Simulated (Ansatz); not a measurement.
# SrO (Fm-3m): converging a phonon calculation, part 3 of 4

How do the frequencies of SrO (Fm-3m) move with q mesh, k mesh and cutoff?

Ansatz 0.2.0; DFT LDA, scalar-relativistic, plane waves, PAW.

So far. Step 11 (Another k mesh, q mesh 2×2×2): The highest optical mode at the zone centre (no LO-TO term) is 215.6 cm⁻¹, +0.0 cm⁻¹ against the base run. Step 12 (Another k mesh, k-mesh 12×12×12, q mesh 2×2×2): The highest optical mode at the zone centre (no LO-TO term) is 215.6 cm⁻¹, +0.0 cm⁻¹ against the base run. The relaxed cell has a = 5.064 Å (conventional setting).

The database entry behind the starting cell differs from later determinations by our own check (about 0.5 % short), so it need not match the best structure at ambient conditions.

### Step 13. Side by side

Times are for 4 threads of Arm Neoverse N1, shared host. Results by setting:

```
no.    k-mesh  lowest mode on the q mesh (acoustic modes at Γ apart) (cm⁻¹)  highest frequency on the path or at a solved wavevector (cm⁻¹)  time  memory (GiB)
  1     6×6×6                                                         110.8                                                           472.3  11 s          0.40
  2     8×8×8                                                         110.8                                                           472.5  19 s          0.49
  3  12×12×12                                                         110.8                                                           472.6  36 s          0.73
```

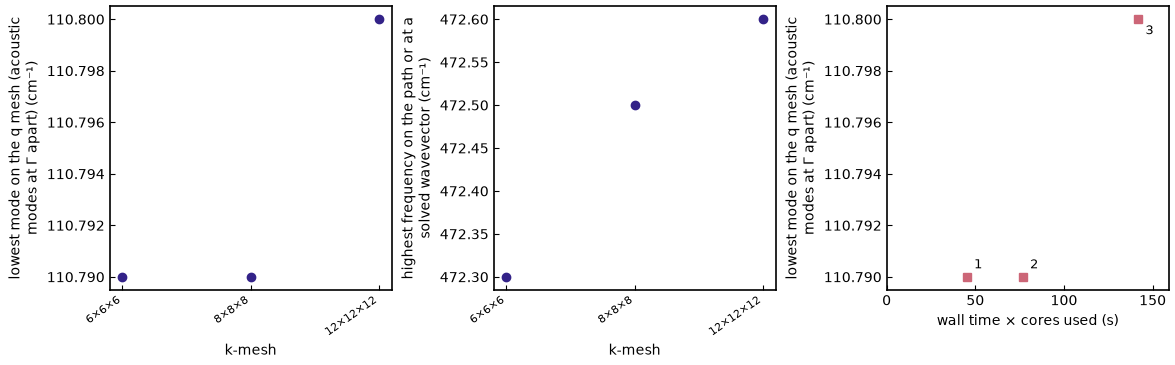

The series as plots; the last panel sets the first result against cost, with the runs numbered as in the table.

The phonon density of states has structure finer than the step of the table below, so its rows give means over 25 cm⁻¹, whole bins alone (the curve runs from 2.5 to 472 cm⁻¹). Peaks (cm⁻¹: height): 6×6×6 112.5: 0.0453, 192.5: 0.0460, 262.5: 0.0628; 8×8×8 112.5: 0.0453, 192.5: 0.0460, 262.5: 0.0630; 12×12×12 112.5: 0.0453, 192.5: 0.0460, 262.5: 0.0629.

The runs together. The phonon density of states by wavenumber; means over each step; values in 1/cm⁻¹/cell:

```
wavenumber (cm⁻¹)    6×6×6    8×8×8  12×12×12
               25   2.9e-4   2.9e-4    2.9e-4
               50  0.00145  0.00145   0.00145
               75  0.00481  0.00481   0.00481
              100   0.0200   0.0199    0.0199
              125   0.0374   0.0374    0.0375
              150   0.0173   0.0173    0.0173
              175   0.0126   0.0126    0.0126
              200   0.0218   0.0218    0.0218
              225  0.00706  0.00703   0.00702
              250   0.0275   0.0274    0.0273
              275   0.0355   0.0356    0.0356
              300   0.0159   0.0159    0.0159
              325  0.00598  0.00598   0.00598
              350  0.00563  0.00563   0.00563
              375  0.00618  0.00618   0.00618
              400  0.00689  0.00689   0.00689
              425  0.00771  0.00771   0.00770
              450  0.00510  0.00509   0.00510
```

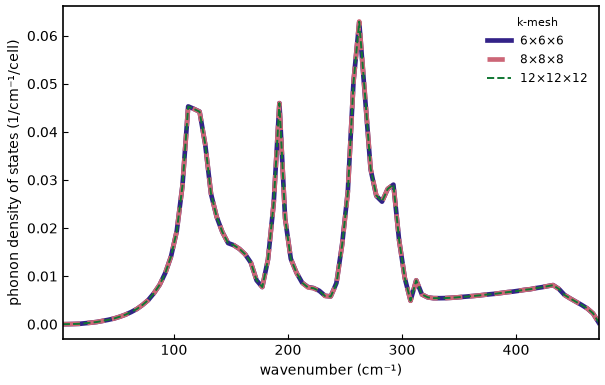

Phonon density of states, plotted against wavenumber.

The runs together, line C_V. C_V, 6×6×6 = 8×8×8 = 12×12×12 against temperature:

```
temperature (K)  C_V, 6×6×6 = 8×8×8 = 12×12×12 (J/mol-atom/K)
              0                                             0
             50                                          4.24
            100                                          12.1
            150                                          17.0
            200                                          19.8
            250                                          21.4
            300                                          22.3
            350                                          23.0
            400                                          23.4
            450                                          23.7
            500                                          23.9
            550                                          24.1
            600                                          24.2
            650                                          24.3
            700                                          24.4
            750                                          24.5
            800                                          24.5
            850                                          24.6
            900                                          24.6
            950                                          24.7
           1000                                          24.7
```

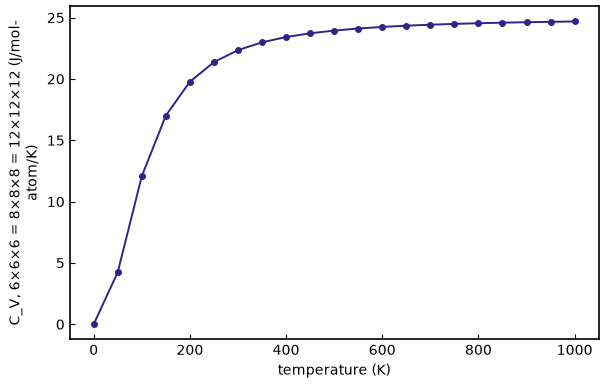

C_V, 6×6×6 = 8×8×8 = 12×12×12, plotted against temperature.

### Step 14. Another cutoff, cutoff 170 eV, q mesh 2×2×2

The cutoff is set to 170 eV on a small fixed q mesh.

input.yaml

```yaml
crystal:
  lattice:
    - [0.0, 2.5321152066, 2.5321152066]
    - [2.5321152066, 0.0, 2.5321152066]
    - [2.5321152066, 2.5321152066, 0.0]
  atoms:
    - { symbol: Sr, position: [0.5, 0.5, 0.5] }
    - { symbol: O, position: [0.0, 0.0, 0.0] }
kpoints:
  mp_grid: { grid: [8, 8, 8] }
hamiltonian:
  xc: lda
scf:
  occupations: { method: fixed }
output:
  eigenvalues: true
phonons:
  method: dfpt
  qmesh: [2, 2, 2]
  temperatures: { t_max: 1000, t_step: 50 }
  qpath:
    path:
      - [[0.0, 0.0, 0.0], [0.5, 0.0, 0.5], [0.625, 0.25, 0.625]]
      - [[0.375, 0.375, 0.75], [0.0, 0.0, 0.0], [0.5, 0.5, 0.5], [0.5, 0.25, 0.75], [0.5, 0.0, 0.5]]
    npoints: 10
basis:
  ecutwfc: 170
```

Launch:

```bash
$ ansatz run input.yaml --threads 4 --pin off --max-ram 7168MiB --backend cpu --events-out ev --progress --plain --runs-dir out
```

Numbers of over 12 decimals in the logs are rounded to 6 here.

Log:

```text
Warning: basis.ecutwfc = 170 eV is below the records' recommended 420 eV, and the density's cutoff is lower with it unless basis.ecutrho_ratio is high enough to keep the records' density cutoff: compare with a run at a higher cutoff
[...]
Crystal: 2 atoms, lattice volume = 32.470 Å³
Basis set: ecut = 170 eV, 169 PW (Γ), exchange–correlation on 32×32×32 points (8 copies of the dense FFT grid, shifted against one another)
Bands: 12, of which v1, the nominal top of the filled ones, is band 8 counted from 1 (7 counted from 0)
Symmetry: 48 space group operations
k-points: 29 of 512
[...]
SCF iter   1: F=—  HF=-3991.344078 eV  |F-HF|=—  |Δ(HF+E_count)|=         —  Δρ=2.08e-1  dr2=8.87e0  ethr=1.77e-3  ⟨swp⟩=4.9  Hψ=1976  notcnv=0  defer=53
[...]
SCF iter  10: F=-3988.571381 eV  HF=-3988.571381 eV  |F-HF|=9.09e-13  |Δ(HF+E_count)|=  6.82e-12  Δρ=1.63e-7  dr2=3.21e-12  ethr=1.00e-12  ⟨swp⟩=6.1  Hψ=1596  notcnv=0
SCF 1 converged in 10 iterations: F = -3988.571381 eV  dr2 = 3.21e-12
[...]
k-points: 59 of 512 (irreducible under 8 space group operations, time reversal used)
[...]
SCF iter   4: F=-3988.571381 eV  HF=-3988.571381 eV  |F-HF|=8.64e-12  |Δ(HF+E_count)|=  4.09e-11  Δρ=1.71e-7  dr2=1.02e-11  ethr=1.00e-12  ⟨swp⟩=3.8  Hψ=2969  notcnv=0
SCF 2 converged in 4 iterations: F = -3988.571381 eV  dr2 = 1.02e-11
[...]
SCF converged after 10 iterations
Free energy (F): -3988.571381 eV
[...]
Internal energy: -3988.571381 eV  (E = F + TS)
E sigma→0 (E₀):  -3988.571381 eV
Fermi energy:    8.853466 eV
[...]
--- Band table (eV; the first three rows and the last of 29) ---
  k-point 0: bands = [... 4 lower, -5.5868, 8.0739, 8.0739, 8.0739, 11.8023, 14.5762, 14.5762, 14.5762]
  k-point 1: bands = [... 4 lower, -5.4910, 7.6804, 7.8812, 7.8812, 12.5986, 14.4415, 14.9048, 14.9048]
  k-point 2: bands = [... 4 lower, -5.2874, 6.8785, 7.6196, 7.6196, 14.2938, 14.4912, 15.8378, 15.8378]
  k-point 28: bands = [... 4 lower, -5.3468, 7.4260, 8.0607, 8.0607, 14.4517, 14.4517, 17.0584, 20.2728]
[...]
ASR residual: 4.263e-5 → 0.000e0 eV/Å²; symmetrization residual: 3.153e-7 eV/Å²
  ASR residual per site (eV/Å²): 4.26e-5 3.32e-5
  Γ frequencies (cm⁻¹): -55.64 -55.64 -55.64 0.00 0.00 0.00
  Unit cell's response to a homogeneous field, on a k mesh of 8×8×8: 1 representative field direction (Σ response iterations 7)
  ε∞ (high-frequency dielectric tensor):
        4.037028     0.000000     0.000000
        0.000000     4.037028    -0.000000
       -0.000000     0.000000     4.037028
  ε⁰ (static dielectric tensor): not given — the deck does not say what the cell's rigid motions are, and on a molecule in a box or a wire the rigid rotations would enter the sum over the modes at Γ. For a crystal or a slab, whose only rigid motions are the translations, set phonons.rigid_motions: translations.
  Born effective charges Z* (e; rows j = field, columns β = displacement):
    site 0:
         2.52718    0.00000    0.00000
         0.00000    2.52718    0.00000
         0.00000   -0.00000    2.52718
    site 1:
        -2.52718   -0.00000   -0.00000
        -0.00000   -2.52718   -0.00000
         0.00000    0.00000   -2.52718
  Z* charge neutrality: 7.113e-6 e pre-enforcement
[...]
optical modes at Γ without the LO–TO term, one row a degenerate level:
      ω (cm⁻¹)  modes    IR ((D/Å)²/amu)
        -55.64      3            32.6738
  optical modes at Γ + LO–TO along q̂ = [1.0000, 0.0000, 0.0000]:
      ω (cm⁻¹)  modes    IR ((D/Å)²/amu)
        -55.64      2            21.7826
        417.27      1            10.8913
  optical modes at Γ + LO–TO along q̂ = [0.0000, 1.0000, 0.0000]:
      ω (cm⁻¹)  modes    IR ((D/Å)²/amu)
        -55.64      2            21.7826
        417.27      1            10.8913
  optical modes at Γ + LO–TO along q̂ = [0.0000, 0.0000, 1.0000]:
      ω (cm⁻¹)  modes    IR ((D/Å)²/amu)
        -55.64      2            21.7826
        417.27      1            10.8913
--- Phonons (arbitrary-q DFPT): 3 irreducible q on the 2×2×2 mesh ---
[...]
interpolated dispersion: 63 rows × 6 modes
[...]
```

Elapsed: 6.4 s, on 4 threads of Arm Neoverse N1, shared host; peak memory 0.36 GiB; 20 s of CPU time.

The run finished; it serves as a test, and its numbers are not taken as the result.

### Step 15. Another cutoff, cutoff 230 eV, q mesh 2×2×2

The cutoff is set to 230 eV on a small fixed q mesh.

input.yaml, as its differences from that of step 14:

```diff
@@ -26,2 +26,2 @@
 basis:
-  ecutwfc: 170
+  ecutwfc: 230
```

Log:

```text
[...]
Crystal: 2 atoms, lattice volume = 32.470 Å³
Basis set: ecut = 230 eV, 259 PW (Γ), exchange–correlation on 36×36×36 points (8 copies of the dense FFT grid, shifted against one another)
Bands: 12, of which v1, the nominal top of the filled ones, is band 8 counted from 1 (7 counted from 0)
Symmetry: 48 space group operations
k-points: 29 of 512
[...]
SCF iter   1: F=—  HF=-3999.839278 eV  |F-HF|=—  |Δ(HF+E_count)|=         —  Δρ=7.95e-2  dr2=1.18e0  ethr=1.77e-3  ⟨swp⟩=5.4  Hψ=2052  notcnv=0  defer=52
[...]
SCF iter   9: F=-3999.512131 eV  HF=-3999.512131 eV  |F-HF|=4.55e-13  |Δ(HF+E_count)|=  3.05e-11  Δρ=1.01e-7  dr2=2.56e-12  ethr=1.00e-12  ⟨swp⟩=7.0  Hψ=1799  notcnv=0
SCF 1 converged in 9 iterations: F = -3999.512131 eV  dr2 = 2.56e-12
[...]
k-points: 59 of 512 (irreducible under 8 space group operations, time reversal used)
[...]
SCF iter   6: F=-3999.512131 eV  HF=-3999.512131 eV  |F-HF|=8.82e-11  |Δ(HF+E_count)|=  1.96e-11  Δρ=4.31e-7  dr2=9.70e-11  ethr=1.00e-12  ⟨swp⟩=4.2  Hψ=2252  notcnv=0
SCF 2 converged in 6 iterations: F = -3999.512131 eV  dr2 = 9.70e-11
[...]
SCF converged after 9 iterations
Free energy (F): -3999.512131 eV
[...]
Internal energy: -3999.512131 eV  (E = F + TS)
E sigma→0 (E₀):  -3999.512131 eV
Fermi energy:    8.090859 eV
[...]
--- Band table (eV; the first three rows and the last of 29) ---
  k-point 0: bands = [... 4 lower, -5.5164, 8.0891, 8.0891, 8.0891, 12.0495, 14.3525, 14.3525, 14.3525]
  k-point 1: bands = [... 4 lower, -5.2971, 7.4994, 7.7433, 7.7433, 12.7881, 14.1626, 14.6712, 14.6712]
  k-point 2: bands = [... 4 lower, -4.9077, 6.6617, 7.2943, 7.2943, 14.1478, 14.4104, 15.5613, 15.5613]
  k-point 28: bands = [... 4 lower, -5.0699, 6.8571, 7.7750, 7.7750, 14.1820, 14.1820, 17.0368, 19.7946]
[...]
ASR residual: 7.377e-5 → 0.000e0 eV/Å²; symmetrization residual: 1.288e-6 eV/Å²
  ASR residual per site (eV/Å²): 1.22e-5 7.38e-5
  Γ frequencies (cm⁻¹): 0.00 0.00 0.00 217.55 217.55 217.55
[...]
ε∞ (high-frequency dielectric tensor):
        3.934301     0.000000    -0.000000
        0.000000     3.934301    -0.000000
       -0.000000     0.000000     3.934301
[...]
Born effective charges Z* (e; rows j = field, columns β = displacement):
    site 0:
         2.44132    0.00000   -0.00000
        -0.00000    2.44132    0.00000
         0.00000    0.00000    2.44132
    site 1:
        -2.44132   -0.00000    0.00000
         0.00000   -2.44132   -0.00000
         0.00000   -0.00000   -2.44132
  Z* charge neutrality: 1.224e-5 e pre-enforcement
[...]
optical modes at Γ without the LO–TO term, one row a degenerate level:
      ω (cm⁻¹)  modes    IR ((D/Å)²/amu)
        217.55      3            30.4912
  optical modes at Γ + LO–TO along q̂ = [1.0000, 0.0000, 0.0000]:
      ω (cm⁻¹)  modes    IR ((D/Å)²/amu)
        217.55      2            20.3275
        465.85      1            10.1637
  optical modes at Γ + LO–TO along q̂ = [0.0000, 1.0000, 0.0000]:
      ω (cm⁻¹)  modes    IR ((D/Å)²/amu)
        217.55      2            20.3275
        465.85      1            10.1637
  optical modes at Γ + LO–TO along q̂ = [0.0000, 0.0000, 1.0000]:
      ω (cm⁻¹)  modes    IR ((D/Å)²/amu)
        217.55      2            20.3275
        465.85      1            10.1637
--- Phonons (arbitrary-q DFPT): 3 irreducible q on the 2×2×2 mesh ---
[...]
interpolated dispersion: 63 rows × 6 modes
[...]
```

It took 8.1 s on 4 threads; peak memory 0.39 GiB.

The run finished; it serves as a test, and its numbers are not taken as the result.

[end of part 3 of 4]

[Logs are printed without paths, hosts, clocks, repeated set-up lines and the standing remarks that a program may print on its own settings, such as how far it seeks lower states.]

[Hosts, paths, dates, database ids (printed as entryN), source tags and the programs' standing remarks are cut or masked in the printed files.]
